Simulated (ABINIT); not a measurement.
**Beyond one shot: MgO (Fm-3m)**

Aim: iterate the self-energy on MgO (Fm-3m) and follow the gap from cycle to cycle.

Calculated with ABINIT 10.8.3; PBEsol and many-body steps on it, plane waves.

**Experimental background.**

- Gap 7.83 eV: literature experimental gap; bulk crystal (quoted in “Electronic structure of alkaline earth and post-transition metal oxides”, 2009, arxiv:0908.1581).

This is a report of a sequence of runs, with most program output left out.

### Step 1. Starting point

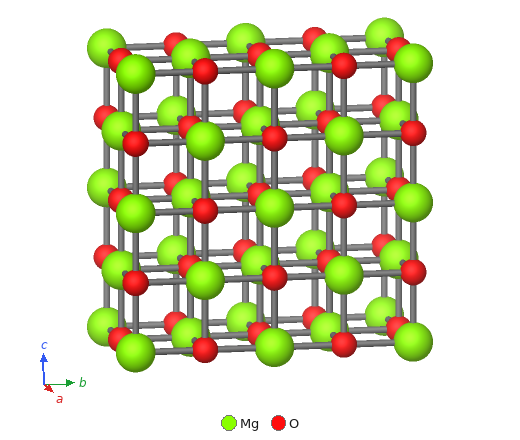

The starting structure, seen slightly off an axis (magnesium green, oxygen red). 1×2×2 cells are drawn. This picture shows the conventional cell, with its axes. Some periodic images of atoms are drawn too.

Structure file:

```cif
data_structure
_symmetry_space_group_name_H-M 'Fm-3m'
_symmetry_Int_Tables_number 225
_cell_length_a 4.1940
_cell_length_b 4.1940
_cell_length_c 4.1940
_cell_angle_alpha 90.000
_cell_angle_beta 90.000
_cell_angle_gamma 90.000
_cell_volume 73.77
loop_
_atom_site_label
_atom_site_type_symbol
_atom_site_symmetry_multiplicity
_atom_site_Wyckoff_symbol
_atom_site_fract_x
_atom_site_fract_y
_atom_site_fract_z
_atom_site_occupancy
Mg1 Mg 4 a 0.00000 0.00000 0.00000 1
O1 O 4 b 0.50000 0.00000 0.00000 1
```

The cell and positions are those that the Materials Project relaxed with its own functionals (PBE, PBE+U or r2SCAN), kept fixed.

### Step 2. Empty states on the mesh, 6×6×6 mesh, 104 bands

This step: ABINIT 10.8.3; DFT, PBEsol, plane waves, norm-conserving pseudopotentials.

The sums over transitions need many empty states on a uniform mesh; this step solves for them.

run.abi reads:

```
acell 3*1.0 Angstrom
rprim 
  -0.000000000000 2.097001392700 2.097001392700
  2.097001392700 -0.000000000000 2.097001392700
  2.097001392700 2.097001392700 -0.000000000000
ntypat 2
znucl 12 8
natom 2
typat 1 2
xred 
  0.000000000000 0.000000000000 0.000000000000
  0.500000000000 0.500000000000 0.500000000000
pp_dirpath "pseudos"
pseudos "Mg.upf, O.upf"
ecut 38
ngkpt 6 6 6
nshiftk 1
shiftk 0 0 0
kptopt 1
chksymbreak 0
irdden 1
istwfk *1
nband 104
prtvol 0
optdriver 6
gwr_task "HDIAGO"
paral_kgb 0
occopt 1
indata_prefix "in"
outdata_prefix "out"
tmpdata_prefix "tmp"
```

Command:

```console
> OMP_NUM_THREADS=1 mpirun -n 4 abinit run.abi > log
```

The job ended after 12 s (4 MPI ranks of Arm Neoverse V1, shared host; peak memory 0.7 GiB; 49 s of CPU time).

Numbers from this step:

- gap: 4.791 eV
- k of the valence top: 0, 0, 0
- k of the conduction bottom: 0, 0, 0
- least direct gap: 4.791 eV
- k points computed: 16
- lowest point of the top converged band, above the valence top: 150.5392 eV

On this mesh the gap is 4.791 eV.

The density comes from a self-consistent run that is not shown.

### Step 3. Screening, 6×6×6 mesh, 96 bands, screening to 244.9 eV

The RPA dielectric matrix is built and inverted for each q.

This step: RPA screening on PBEsol, plane waves, norm-conserving pseudopotentials.

Edit run.abi of step 2 so:

```diff
@@ -20,10 +20,11 @@
 chksymbreak 0
-irdden 1
 istwfk *1
-nband 104
-prtvol 0
-optdriver 6
-gwr_task "HDIAGO"
-paral_kgb 0
 occopt 1
+irdwfk 1
+optdriver 3
+nband 96
+ecuteps 9
+inclvkb 2
+awtr 1
+symchi 1
 indata_prefix "in"
```

It took 74 s on 4 MPI ranks; peak memory 0.78 GiB; 4.9 min of CPU time.

Numbers from this step:

```
ε∞ with local fields, on this mesh, along the program's q direction : 3.076
the same without local fields                                       : 3.300
plasma frequency                                                    : 34.59 eV
plane waves in the screening matrix                                 : 169
```

Local fields lower ε∞ by 7 %.

### Step 4. G0W0

The self-energy is evaluated for the states that the input lists, and the levels follow from it, in one-shot runs by the linearised quasiparticle equation.

This step: G0W0 on PBEsol, plane waves, norm-conserving pseudopotentials.

Edit run.abi of step 3 so:

```diff
@@ -23,8 +23,19 @@
 irdwfk 1
-optdriver 3
+optdriver 4
 nband 96
+gwcalctyp 0
+ecutsigx 38
+symsigma 1
+nkptgw 3
+kptgw 
+  0.0000000000 0.0000000000 0.0000000000
+  0.5000000000 0.0000000000 0.0000000000
+  0.5000000000 0.5000000000 0.0000000000
+bdgw 
+  6 12
+  7 10
+  7 10
 ecuteps 9
-inclvkb 2
-awtr 1
-symchi 1
+irdscr 1
+ppmodel 1
 indata_prefix "in"
```

It took 15 s on 4 MPI ranks; peak memory 0.82 GiB.

Numbers from this step:

```yaml
g0w0_gap_on_the_points_computed: 7.319 eV
starting_gap_on_the_mesh: 4.791 eV
k_of_the_valence_top: 0, 0, 0
k_of_the_conduction_bottom: 0, 0, 0
z_at_the_valence_top: 0.806
z_at_the_conduction_bottom: 0.853
least_direct_g0w0_gap_on_the_computed_points: 7.319 eV
```

The gap on the mesh goes from 4.79 eV to 7.32 eV, a correction of +2.53 eV.

### Step 5. evGW0, cycle 1

This step: evGW0 on PBEsol, plane waves, norm-conserving pseudopotentials.

Edit run.abi of step 4 so:

```diff
@@ -25,14 +25,40 @@
 nband 96
-gwcalctyp 0
+gwcalctyp 10
 ecutsigx 38
 symsigma 1
-nkptgw 3
+nkptgw 16
 kptgw 
   0.0000000000 0.0000000000 0.0000000000
+  0.1666666667 0.0000000000 0.0000000000
+  0.3333333333 0.0000000000 0.0000000000
   0.5000000000 0.0000000000 0.0000000000
+  0.1666666667 0.1666666667 0.0000000000
+  0.3333333333 0.1666666667 0.0000000000
+  0.5000000000 0.1666666667 0.0000000000
+  -0.3333333333 0.1666666667 0.0000000000
+  -0.1666666667 0.1666666667 0.0000000000
+  0.3333333333 0.3333333333 0.0000000000
+  0.5000000000 0.3333333333 0.0000000000
+  -0.3333333333 0.3333333333 0.0000000000
   0.5000000000 0.5000000000 0.0000000000
+  0.5000000000 0.3333333333 0.1666666667
+  -0.3333333333 0.3333333333 0.1666666667
+  -0.3333333333 0.5000000000 0.1666666667
 bdgw 
-  6 12
-  7 10
-  7 10
+  1 15
+  1 15
+  1 15
+  1 15
+  1 15
+  1 15
+  1 15
+  1 15
+  1 15
+  1 15
+  1 15
+  1 15
+  1 15
+  1 15
+  1 15
+  1 15
 ecuteps 9
```

Elapsed: 12 min, on 4 MPI ranks; peak memory 1.1 GiB.

Numbers from this step:

* quasiparticle gap on the mesh: 7.856 eV
* gap of the density functional on the mesh: 4.791 eV
* k of the valence top: 0, 0, 0
* k of the conduction bottom: 0, 0, 0
* Z at the valence top: 0.806
* Z at the conduction bottom: 0.853
* least direct quasiparticle gap on the computed points: 7.856 eV

Against G0W0 in ABINIT (6×6×6 mesh, 96 bands, screening to 244.9 eV, Godby-Needs plasmon pole), the gap moves by +0.537 eV. This first cycle still uses the starting levels; it takes the full correction, at all points of the mesh, and its linearised value is 7.319 eV.

### Step 6. evGW0, cycle 2

The corrected levels of the last cycle go back in.

Edit run.abi of step 5 so:

```diff
@@ -66,2 +66,3 @@
 ppmodel 1
+irdqps 1
 indata_prefix "in"
```

Elapsed: 12 min, on 4 MPI ranks; peak memory 1.1 GiB.

This step gave:

```
quasiparticle gap on the mesh                         : 7.710 eV
gap of the density functional on the mesh             : 4.791 eV
k of the valence top                                  : 0, 0, 0
k of the conduction bottom                            : 0, 0, 0
least direct quasiparticle gap on the computed points : 7.710 eV
```

Against the cycle before, the gap moves by −0.146 eV.

### Step 7. evGW0, cycle 3

run.abi is that of step 6.

It took 12 min on 4 MPI ranks; peak memory 1.1 GiB; 46 min of CPU time.

This step gave:

| Item | Value |
| --- | --- |
| quasiparticle gap on the mesh | 7.711 eV |
| gap of the density functional on the mesh | 4.791 eV |
| k of the valence top | 0, 0, 0 |
| k of the conduction bottom | 0, 0, 0 |
| least direct quasiparticle gap on the computed points | 7.711 eV |

Against the cycle before, the gap moves by +0.001 eV.

### Step 8. Screening, 6×6×6 mesh, 96 bands, screening to 244.9 eV

This step: RPA screening on PBEsol, plane waves, norm-conserving pseudopotentials.

run.abi reads:

```
acell 3*1.0 Angstrom
rprim 
  -0.000000000000 2.097001392700 2.097001392700
  2.097001392700 -0.000000000000 2.097001392700
  2.097001392700 2.097001392700 -0.000000000000
ntypat 2
znucl 12 8
natom 2
typat 1 2
xred 
  0.000000000000 0.000000000000 0.000000000000
  0.500000000000 0.500000000000 0.500000000000
pp_dirpath "pseudos"
pseudos "Mg.upf, O.upf"
ecut 38
ngkpt 6 6 6
nshiftk 1
shiftk 0 0 0
kptopt 1
chksymbreak 0
istwfk *1
occopt 1
irdwfk 1
optdriver 3
nband 96
ecuteps 9
inclvkb 2
awtr 1
symchi 1
gwcalctyp 10
mbpt_sciss 3.396 eV
nqptdm 1
qptdm 
  0 0 0
indata_prefix "in"
outdata_prefix "out"
tmpdata_prefix "tmp"
```

The job ended after 4.2 s (4 MPI ranks; peak memory 0.59 GiB; 16 s of CPU time).

Numbers from this step:

- ε∞ with local fields, on this mesh, along the program's q direction: 2.627
- the same without local fields: 2.781
- plasma frequency: 34.59 eV
- plane waves in the screening matrix: 169

This screening uses the functional's bands under a rigid shift, the mean opening of the cycle before.

### Step 9. Screening, 6×6×6 mesh, 96 bands, screening to 244.9 eV

This step: RPA screening on PBEsol from quasiparticle energies, plane waves, norm-conserving pseudopotentials.

Edit run.abi of step 8 so:

```diff
@@ -29,7 +29,21 @@
 symchi 1
+irdqps 1
 gwcalctyp 10
-mbpt_sciss 3.396 eV
-nqptdm 1
+nqptdm 15
 qptdm 
-  0 0 0
+  0.1666666667 0.0000000000 0.0000000000
+  0.3333333333 0.0000000000 0.0000000000
+  0.5000000000 0.0000000000 0.0000000000
+  0.1666666667 0.1666666667 0.0000000000
+  0.3333333333 0.1666666667 0.0000000000
+  0.5000000000 0.1666666667 0.0000000000
+  -0.3333333333 0.1666666667 0.0000000000
+  -0.1666666667 0.1666666667 0.0000000000
+  0.3333333333 0.3333333333 0.0000000000
+  0.5000000000 0.3333333333 0.0000000000
+  -0.3333333333 0.3333333333 0.0000000000
+  0.5000000000 0.5000000000 0.0000000000
+  0.5000000000 0.3333333333 0.1666666667
+  -0.3333333333 0.3333333333 0.1666666667
+  -0.3333333333 0.5000000000 0.1666666667
 indata_prefix "in"
```

mrgscr.stdin reads:

```
2
merged
q0_SCR
out_SCR
1
```

Command:

```console
> OMP_NUM_THREADS=1 mpirun -n 4 abinit run.abi > log; mrgscr < mrgscr.stdin
```

Wall time 72 s (4 MPI ranks); peak memory 0.76 GiB.

This step gave:

- plasma frequency: 34.59 eV
- plane waves in the screening matrix: 169

This screening reads the quasiparticle levels of the cycle before.

### Step 10. evGW, cycle 1

This step: evGW on PBEsol, plane waves, norm-conserving pseudopotentials.

Edit run.abi of step 9 so:

```diff
@@ -23,12 +23,10 @@
 irdwfk 1
-optdriver 3
+optdriver 4
 nband 96
-ecuteps 9
-inclvkb 2
-awtr 1
-symchi 1
-irdqps 1
 gwcalctyp 10
-nqptdm 15
-qptdm 
+ecutsigx 38
+symsigma 1
+nkptgw 16
+kptgw 
+  0.0000000000 0.0000000000 0.0000000000
   0.1666666667 0.0000000000 0.0000000000
@@ -48,2 +46,23 @@
   -0.3333333333 0.5000000000 0.1666666667
+bdgw 
+  1 15
+  1 15
+  1 15
+  1 15
+  1 15
+  1 15
+  1 15
+  1 15
+  1 15
+  1 15
+  1 15
+  1 15
+  1 15
+  1 15
+  1 15
+  1 15
+ecuteps 9
+irdscr 1
+ppmodel 1
+irdqps 1
 indata_prefix "in"
```

Command:

```console
> OMP_NUM_THREADS=1 mpirun -n 4 abinit run.abi > log
```

Run time: 12 min. Hardware: 4 MPI ranks; peak memory 1.1 GiB.

Numbers from this step:

```
quasiparticle gap on the mesh                         : 8.366 eV
gap of the density functional on the mesh             : 4.791 eV
k of the valence top                                  : 0, 0, 0
k of the conduction bottom                            : 0, 0, 0
least direct quasiparticle gap on the computed points : 8.366 eV
```

Against G0W0 in ABINIT (6×6×6 mesh, 96 bands, screening to 244.9 eV, Godby-Needs plasmon pole), the gap moves by +1.047 eV.

### Step 11. Screening, 6×6×6 mesh, 96 bands, screening to 244.9 eV

This step: RPA screening on PBEsol, plane waves, norm-conserving pseudopotentials.

run.abi reads:

```
acell 3*1.0 Angstrom
rprim 
  -0.000000000000 2.097001392700 2.097001392700
  2.097001392700 -0.000000000000 2.097001392700
  2.097001392700 2.097001392700 -0.000000000000
ntypat 2
znucl 12 8
natom 2
typat 1 2
xred 
  0.000000000000 0.000000000000 0.000000000000
  0.500000000000 0.500000000000 0.500000000000
pp_dirpath "pseudos"
pseudos "Mg.upf, O.upf"
ecut 38
ngkpt 6 6 6
nshiftk 1
shiftk 0 0 0
kptopt 1
chksymbreak 0
istwfk *1
occopt 1
irdwfk 1
optdriver 3
nband 96
ecuteps 9
inclvkb 2
awtr 1
symchi 1
gwcalctyp 10
mbpt_sciss 4.121 eV
nqptdm 1
qptdm 
  0 0 0
indata_prefix "in"
outdata_prefix "out"
tmpdata_prefix "tmp"
```

It took 4.1 s on 4 MPI ranks; peak memory 0.6 GiB.

Numbers from this step:

```
ε∞ with local fields, on this mesh, along the program's q direction : 2.558
the same without local fields                                       : 2.702
plasma frequency                                                    : 34.59 eV
plane waves in the screening matrix                                 : 169
```

This screening uses the functional's bands under a rigid shift, the mean opening of the cycle before.

### Step 12. Screening, 6×6×6 mesh, 96 bands, screening to 244.9 eV

This step: RPA screening on PBEsol from quasiparticle energies, plane waves, norm-conserving pseudopotentials.

Edit run.abi of step 11 so:

```diff
@@ -29,7 +29,21 @@
 symchi 1
+irdqps 1
 gwcalctyp 10
-mbpt_sciss 4.121 eV
-nqptdm 1
+nqptdm 15
 qptdm 
-  0 0 0
+  0.1666666667 0.0000000000 0.0000000000
+  0.3333333333 0.0000000000 0.0000000000
+  0.5000000000 0.0000000000 0.0000000000
+  0.1666666667 0.1666666667 0.0000000000
+  0.3333333333 0.1666666667 0.0000000000
+  0.5000000000 0.1666666667 0.0000000000
+  -0.3333333333 0.1666666667 0.0000000000
+  -0.1666666667 0.1666666667 0.0000000000
+  0.3333333333 0.3333333333 0.0000000000
+  0.5000000000 0.3333333333 0.0000000000
+  -0.3333333333 0.3333333333 0.0000000000
+  0.5000000000 0.5000000000 0.0000000000
+  0.5000000000 0.3333333333 0.1666666667
+  -0.3333333333 0.3333333333 0.1666666667
+  -0.3333333333 0.5000000000 0.1666666667
 indata_prefix "in"
```

mrgscr.stdin is that of step 9.

Command:

```console
> OMP_NUM_THREADS=1 mpirun -n 4 abinit run.abi > log; mrgscr < mrgscr.stdin
```

Elapsed: 70 s, on 4 MPI ranks; peak memory 0.76 GiB.

This step gave:

```
plasma frequency                    : 34.59 eV
plane waves in the screening matrix : 169
```

This screening reads the quasiparticle levels of the cycle before.

### Step 13. evGW, cycle 2

This step: evGW on PBEsol, plane waves, norm-conserving pseudopotentials.

Edit run.abi of step 12 so:

```diff
@@ -23,12 +23,10 @@
 irdwfk 1
-optdriver 3
+optdriver 4
 nband 96
-ecuteps 9
-inclvkb 2
-awtr 1
-symchi 1
-irdqps 1
 gwcalctyp 10
-nqptdm 15
-qptdm 
+ecutsigx 38
+symsigma 1
+nkptgw 16
+kptgw 
+  0.0000000000 0.0000000000 0.0000000000
   0.1666666667 0.0000000000 0.0000000000
@@ -48,2 +46,23 @@
   -0.3333333333 0.5000000000 0.1666666667
+bdgw 
+  1 15
+  1 15
+  1 15
+  1 15
+  1 15
+  1 15
+  1 15
+  1 15
+  1 15
+  1 15
+  1 15
+  1 15
+  1 15
+  1 15
+  1 15
+  1 15
+ecuteps 9
+irdscr 1
+ppmodel 1
+irdqps 1
 indata_prefix "in"
```

Command:

```console
> OMP_NUM_THREADS=1 mpirun -n 4 abinit run.abi > log
```

It took 12 min on 4 MPI ranks; peak memory 1.1 GiB.

This step gave:

```
quasiparticle gap on the mesh                         : 8.456 eV
gap of the density functional on the mesh             : 4.791 eV
k of the valence top                                  : 0, 0, 0
k of the conduction bottom                            : 0, 0, 0
least direct quasiparticle gap on the computed points : 8.456 eV
```

Against the cycle before, the gap moves by +0.090 eV.

### Step 14. Screening, 6×6×6 mesh, 96 bands, screening to 244.9 eV

This step: RPA screening on PBEsol, plane waves, norm-conserving pseudopotentials.

run.abi reads:

```
acell 3*1.0 Angstrom
rprim 
  -0.000000000000 2.097001392700 2.097001392700
  2.097001392700 -0.000000000000 2.097001392700
  2.097001392700 2.097001392700 -0.000000000000
ntypat 2
znucl 12 8
natom 2
typat 1 2
xred 
  0.000000000000 0.000000000000 0.000000000000
  0.500000000000 0.500000000000 0.500000000000
pp_dirpath "pseudos"
pseudos "Mg.upf, O.upf"
ecut 38
ngkpt 6 6 6
nshiftk 1
shiftk 0 0 0
kptopt 1
chksymbreak 0
istwfk *1
occopt 1
irdwfk 1
optdriver 3
nband 96
ecuteps 9
inclvkb 2
awtr 1
symchi 1
gwcalctyp 10
mbpt_sciss 4.225 eV
nqptdm 1
qptdm 
  0 0 0
indata_prefix "in"
outdata_prefix "out"
tmpdata_prefix "tmp"
```

Elapsed: 4.1 s, on 4 MPI ranks; peak memory 0.61 GiB; 16 s of CPU time.

This step gave:

- ε∞ with local fields, on this mesh, along the program's q direction: 2.549
- the same without local fields: 2.692
- plasma frequency: 34.59 eV
- plane waves in the screening matrix: 169

This screening uses the functional's bands under a rigid shift, the mean opening of the cycle before.

### Step 15. Screening, 6×6×6 mesh, 96 bands, screening to 244.9 eV

This step: RPA screening on PBEsol from quasiparticle energies, plane waves, norm-conserving pseudopotentials.

Edit run.abi of step 14 so:

```diff
@@ -29,7 +29,21 @@
 symchi 1
+irdqps 1
 gwcalctyp 10
-mbpt_sciss 4.225 eV
-nqptdm 1
+nqptdm 15
 qptdm 
-  0 0 0
+  0.1666666667 0.0000000000 0.0000000000
+  0.3333333333 0.0000000000 0.0000000000
+  0.5000000000 0.0000000000 0.0000000000
+  0.1666666667 0.1666666667 0.0000000000
+  0.3333333333 0.1666666667 0.0000000000
+  0.5000000000 0.1666666667 0.0000000000
+  -0.3333333333 0.1666666667 0.0000000000
+  -0.1666666667 0.1666666667 0.0000000000
+  0.3333333333 0.3333333333 0.0000000000
+  0.5000000000 0.3333333333 0.0000000000
+  -0.3333333333 0.3333333333 0.0000000000
+  0.5000000000 0.5000000000 0.0000000000
+  0.5000000000 0.3333333333 0.1666666667
+  -0.3333333333 0.3333333333 0.1666666667
+  -0.3333333333 0.5000000000 0.1666666667
 indata_prefix "in"
```

mrgscr.stdin is that of step 12.

Command:

```console
> OMP_NUM_THREADS=1 mpirun -n 4 abinit run.abi > log; mrgscr < mrgscr.stdin
```

It took 73 s on 4 MPI ranks; peak memory 0.76 GiB; 4.8 min of CPU time.

Numbers from this step:

```
plasma frequency                    : 34.59 eV
plane waves in the screening matrix : 169
```

This screening reads the quasiparticle levels of the cycle before.

(Continued in part 2 of 2.)

[Paths, hosts, dates, memory and timing lines, banners, echoed tables and standing remarks are left out of the program output.]

[Logs are printed without paths, hosts, clocks, repeated set-up lines and the standing remarks that a program may print on its own settings, such as how far it seeks lower states.]

[Runs of the session that timed out or met a known fault of the program may be left out.]

[Hosts, paths, dates, database ids (printed as entryN), source tags and the programs' standing remarks are cut or masked in the printed files.]

[G0W0 gaps are taken among the corrected bands and points alone; a level outside them can change the order at an edge.]

[Where Ansatz stands beside ABINIT at settings called matched, ABINIT's density can come from a denser mesh and the files from another edition; pairs whose starting gaps differed by over 0.03 eV were left out, so agreement reads better than it is.]
